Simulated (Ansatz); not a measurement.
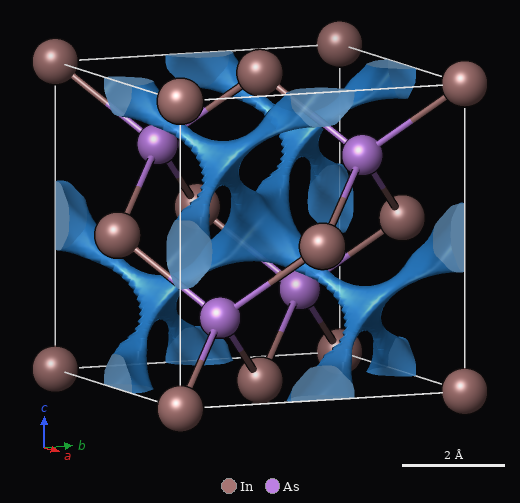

The blue surface encloses the points that the centre of a probe sphere of radius 0.95 Å can occupy in InAs in space group F-43m, computed on a grid of about 0.13 Å (1×1×1 cells shown, view slightly off an axis; pale faces close the region where the box cuts it).

Hard-sphere model; covalent radii (Cordero): In 1.42 Å, As 1.19 Å.

The cell is taken from a calculation's input that goes back to an entry of the Crystallography Open Database (an earlier step may have relaxed or displaced it).

```cif
data_structure
_symmetry_space_group_name_H-M 'P 1'
_symmetry_Int_Tables_number 1
_cell_length_a 6.1092
_cell_length_b 6.1092
_cell_length_c 6.1092
_cell_angle_alpha 90.000
_cell_angle_beta 90.000
_cell_angle_gamma 90.000
_cell_volume 228.01
loop_
_atom_site_label
_atom_site_type_symbol
_atom_site_fract_x
_atom_site_fract_y
_atom_site_fract_z
_atom_site_occupancy
In1 In 0.00000 0.00000 0.00000 1
As1 As 0.25000 0.25000 0.75000 1
In2 In 0.00000 0.50000 0.50000 1
As2 As 0.25000 0.75000 0.25000 1
In3 In 0.50000 0.00000 0.50000 1
As3 As 0.75000 0.25000 0.25000 1
In4 In 0.50000 0.50000 0.00000 1
As4 As 0.75000 0.75000 0.75000 1
```

Describe the connectivity of the accessible space.

Where they connect, they form a three-dimensional network.

What share of the cell can the probe's centre reach?

About 4.9 % of the volume (11 Å³ of 228.0 Å³).

Give the largest included and the largest free sphere.

The largest sphere that fits anywhere has a diameter of 2.91 Å; the largest that can travel through the crystal, about 2.1 Å.

How does the connectivity change as the probe shrinks?

Below a radius of about 1.07 Å the space forms a three-dimensional network. These are grid estimates, good to about 0.05 Å.
